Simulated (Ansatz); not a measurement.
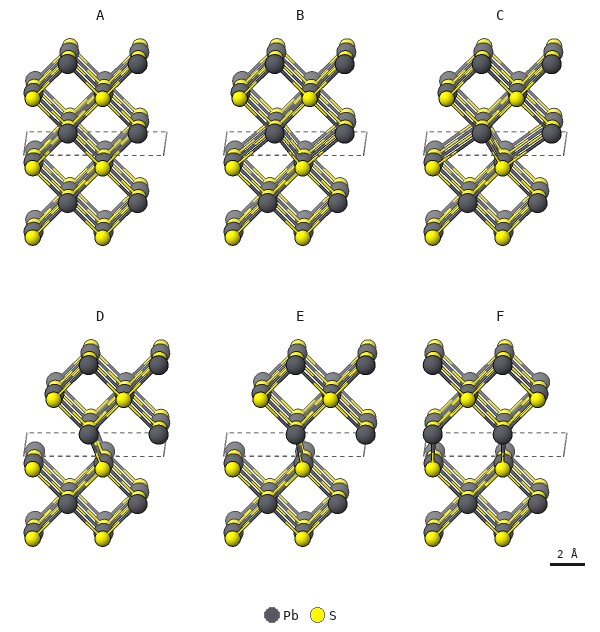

A scan of crystalline PbS (Fm-3m) along one coordinate. The picture is a ball-and-stick view of the layers on both sides of the dashed plane, seen from the side, nearly along that plane.

All numbers below come from Ansatz 0.2.0, DFT PBE+D3(BJ), scalar-relativistic, plane waves, PAW. Settings: plane-wave cutoff 420 eV; k-point mesh 6 × 8 × 3; occupations gaussian; smearing width 0.03 eV; no spin polarisation. Energies (free energies at the smearing named) are counted from the relaxed crystal.

Q: What is being scanned?

A: The crystal above a cut along the (0 1 1) plane of the conventional cell (between a plane of Pb/S below and one of Pb/S above, 2.10 Å apart) is slid rigidly by fractions of an in-plane lattice vector 4.20 Å long (a generalised stacking fault). In the frames the slip is 0.00 (A), 0.10 (B), 0.20 (C), 0.30 (D), 0.40 (E), 0.50 (F). One cut stands in each cell, which starts 12.6 Å high; nothing is relaxed, and the dashed outline marks the cut. Their energies are 0 mJ/m², 170 mJ/m², 745 mJ/m², 1768 mJ/m², 2923 mJ/m², 3458 mJ/m².
